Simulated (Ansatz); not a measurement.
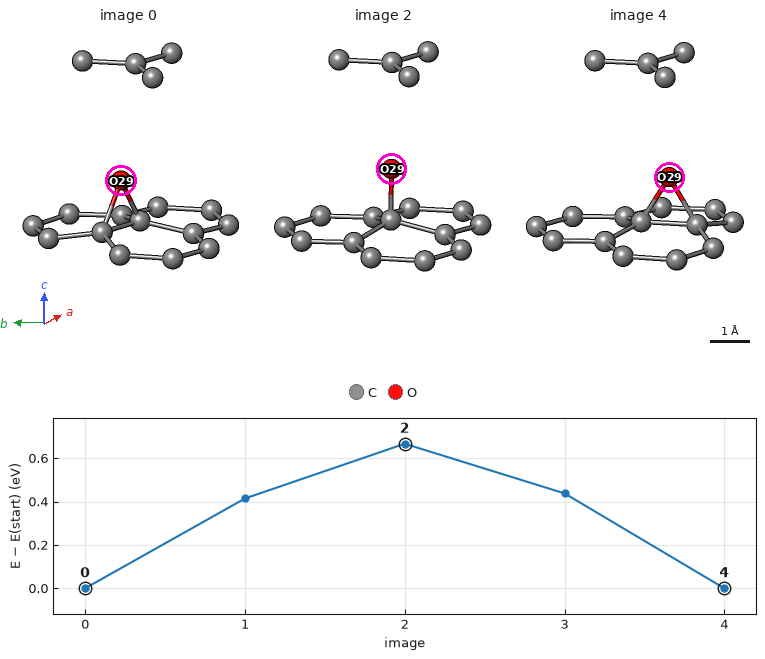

A search for the minimum-energy path of a defect cell of composition C$_{28}$O (29 atoms in the cell) by the nudged elastic band. Images are numbered from 0 (start) to 4 (end). The picture is a ball-and-stick view of the atoms within 3.5 Å of the middle of the path, seen from a free direction. The moving atom is ringed, with any periodic copies. Bonds to atoms that aren't drawn are left out.

Method: Ansatz, DFT PBE, scalar-relativistic, plane waves, PAW. Set-up: plane-wave cutoff 420 eV; k-point mesh 4 × 4 × 3; Gaussian smearing 0.1 eV; 3 movable images; climbing image.

Q: Describe the mechanism and the energy profile.

A: The O atom travels furthest, 1.06 Å from end to end, along [1 −2 0], on a path that bends up to 0.34 Å away from the straight line. At the highest image its nearest neighbour (C) is 1.41 Å away, against 1.46 Å at the start, and the surrounding atoms stand up to 0.15 Å off the mean of their end positions. The barrier is about 0.67 eV in both directions, with image 2 at the top; the ends have the same energy. The band is converged.

Limits of the set-up: the periodic images lie only 6.5 Å apart, so the values are limited by the cell's size.

The run took 8.3 min on 4 threads of AMD EPYC 7R43 64-Core Processor (Zen 3), on a shared host, peak memory 2.6 GiB.
